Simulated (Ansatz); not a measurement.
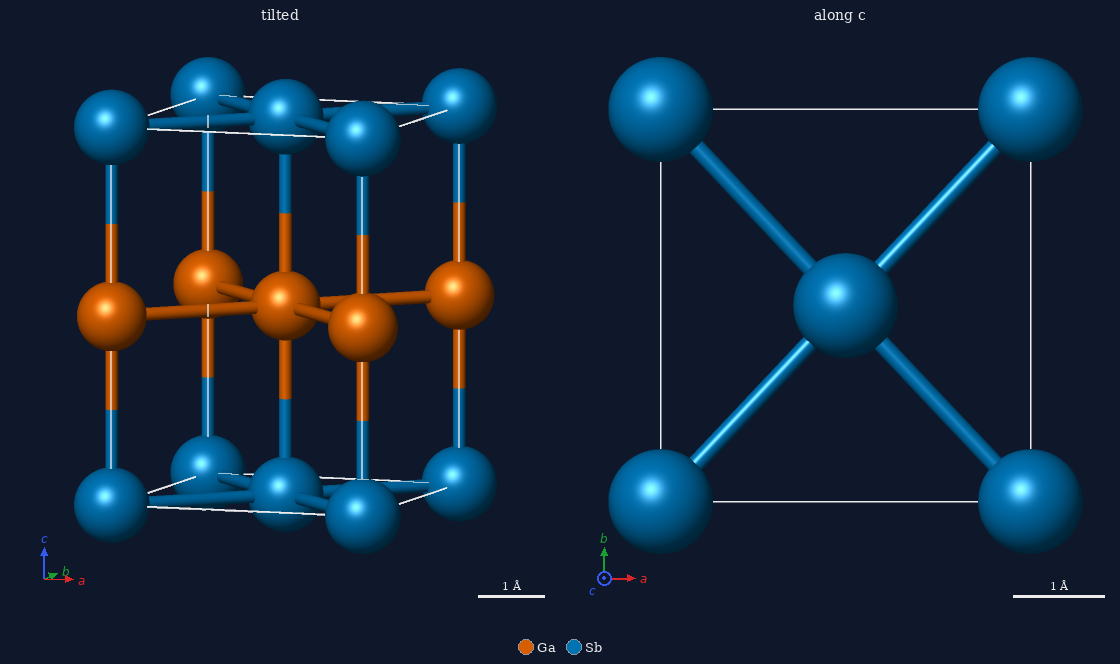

Structure drawing (ball-and-stick), viewed slightly off an axis and along the c axis. The lines enclose the conventional unit cell; boundary atoms appear with their images. Cell: a = 4.11 Å, b = 4.35 Å, c = 5.85 Å, α = 90.00°, β = 90.00°, γ = 90.00°.

Its origin is a random cell made by a generator, so it need not be a real form of the compound. Earlier steps of the study may have refined or changed the cell and positions. A calculation with Ansatz used it as input.

Give a description of the structure.

Answer. Its composition is GaSb. It is base-centred orthorhombic, space group Cmmm (No. 65). The cell holds 4 atoms (2 Ga, 2 Sb), Z = 2. Ga is linked to four Ga and two Sb in an octahedral arrangement (about 3.0 Å to Ga, 2.9 Å to Sb). Each Sb has four Sb and two Ga in an octahedral arrangement (about 3.0 Å to Sb, 2.9 Å to Ga). The bonds build a three-dimensional framework.

Level of theory: DFT PBE, scalar-relativistic, plane waves, PAW (Ansatz 0.2.0). Settings were E_cut = 420 eV, k-points about 0.12 Å⁻¹ apart, Gaussian smearing of 0.1 eV, no spin polarisation.

Metal or not?

Answer. A metal: bands cross the Fermi level.

How charged are the atoms, by the Bader scheme?

Answer. Ga +0.07 e; Sb -0.07 e.

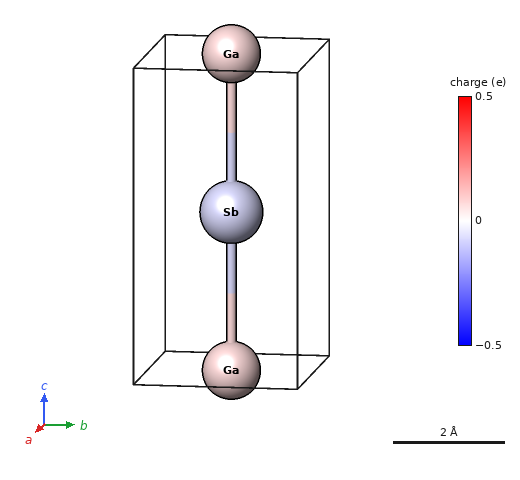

The atoms coloured by those charges. The run's cell of 2 atoms is drawn, so axes and origin can differ from the first picture.

Is this an equilibrium geometry for the method given?

Answer. Yes. All forces vanish to within 0.01 eV/Å. The pressure is 0.0 GPa, close to zero.
